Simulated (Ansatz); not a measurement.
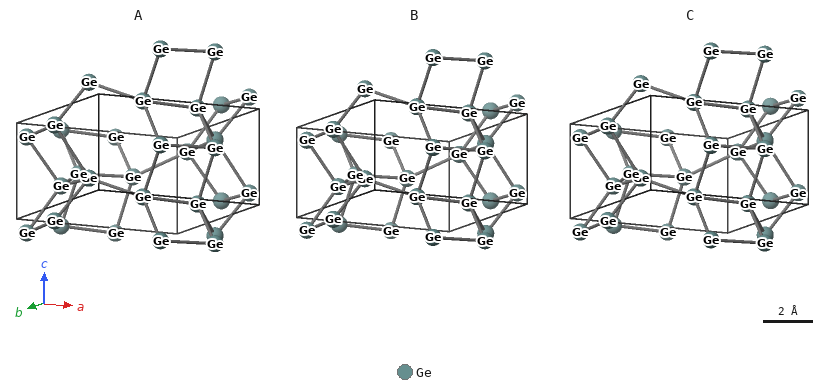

3 geometries from one relaxation of solid Ge (a generated structure, set up in P4_322) (coarse preliminary run), in shuffled order. A ball-and-stick model of the cell of the calculation, seen from a free direction.

Computed with Ansatz 0.2.0, DFT PBE, scalar-relativistic, plane waves, PAW. Set-up: plane-wave cutoff 420 eV; k-point mesh 4 × 4 × 4; occupations gaussian; smearing width 0.1 eV; no spin polarisation; cell and atoms relaxed; force threshold 0.04 eV/Å; at most 70 steps.

Question: Put them in the order of the run, from the start to the converged end.

Answer: B, C, A. They are steps 0, 1, 4, at +149 meV per atom, +15.6 meV per atom relative to the last. The largest moves relative to the cell, 0.030 Å, are those of Ge atoms. The volume changes by +18.3 %, with a = b 7.058 → 7.433 Å (+5.3 %), c 3.774 → 4.024 Å (+6.6 %). Near-neighbour distances that change, for instance: Ge–Ge 2.434 → 2.635 Å, Ge–Ge 2.334 → 2.494 Å, Ge–Ge 2.406 → 2.530 Å, Ge–Ge 2.425 → 2.517 Å. The space group stays P4_322 (No. 95). After 3 accepted moves (4 points after the start) the energy has fallen by 149 meV per atom. The largest force component goes from 1 to 0.027 eV/Å. Pressure: 11.93 GPa at the start and 0.12 GPa at the end. The SCF was repeated once at an unchanged geometry on a basis and grid sized afresh for the cell, which shifted the energy by 1.6 meV per atom at most. The run took 2.6 min on 1 thread of Arm Neoverse V1, on a shared host, peak memory 0.5 GiB.

Limits of the set-up: the k-point mesh is coarse for a cell with partly filled bands.
